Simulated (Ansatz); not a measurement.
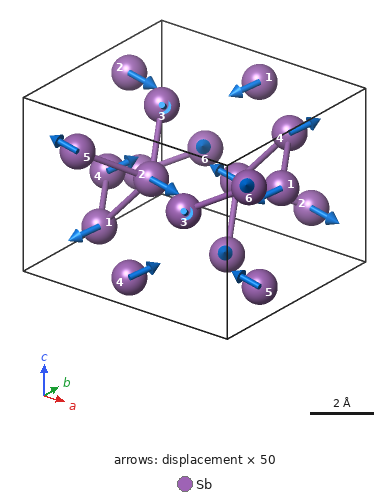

A relaxation of a crystal of Sb (a generated structure, set up in R-3). The starting structure is drawn; blue arrows show the displacements (the part carried along by the change of the cell is left out), magnified 50 times.

Style: ball-and-stick. Shown: the conventional cell (3 times the calculation's cell), slightly off an axis. Lengths and directions refer to the drawn axes.

The calculation used DFT PBE, scalar-relativistic, plane waves, PAW (Ansatz 0.2.0).

Input
```yaml
crystal:
  lattice:
    - [5.552260302, 3.20559898, 1.9242303203]
    - [-5.552260302, 3.20559898, 1.9242303203]
    - [0.0, -6.4111979599, 1.9242303203]
  atoms:
    - { symbol: Sb, position: [0.4392096311, 0.2657001354, 0.9884310341] }
    - { symbol: Sb, position: [0.9884310341, 0.4392096311, 0.2657001354] }
    - { symbol: Sb, position: [0.2657001354, 0.9884310341, 0.4392096311] }
    - { symbol: Sb, position: [0.5607903689, 0.7342998646, 0.0115689659] }
    - { symbol: Sb, position: [0.0115689659, 0.5607903689, 0.7342998646] }
    - { symbol: Sb, position: [0.7342998646, 0.0115689659, 0.5607903689] }
basis:
  ecutwfc: 420
kpoints:
  mp_grid: { grid: [6, 6, 6] }
hamiltonian:
  xc: pbe
scf:
  occupations: { method: gaussian, width: 0.02 }
output:
  forces: true
  stress: true
  eigenvalues: true
relax:
  adjacent_minimum: "off"
  f_tol: 0.01
  max_steps: 30
  cell: { stress_tol: 0.1, fix: [volume] }
```

Launched with:
```bash
ansatz run input.yaml --threads 1 --pin off --max-ram 2560MiB --backend cpu --events-out ev --progress --plain --runs-dir out
```

Describe the change and its energy.

The energy falls by 2.8 meV per atom in 3 accepted moves (4 points after the start). Largest force component: 0.22 eV/Å at the start, 0.002 eV/Å at the end. The pressure goes from 1.36 to 0.49 GPa. The SCF was repeated once at an unchanged geometry on a basis and grid sized afresh for the cell, which shifted the energy by less than 0.05 meV per atom at most. The largest moves relative to the cell, 0.023 Å, are those of Sb1, Sb2, Sb3, Sb4, Sb5 and Sb6. Sb5 goes along [−3 −1 2]. The drawn cell changes at constant volume: a = b 11.105 → 11.070 Å (−0.3 %), c 5.773 → 5.809 Å (+0.6 %). Among the contacts that change: Sb1–Sb2 2.889 → 2.916 Å, Sb1–Sb4 2.854 → 2.877 Å. The space group stays R-3 (No. 148). The run took 3.8 min on 1 thread of Arm Neoverse N1, on a shared host, peak memory 0.62 GiB.
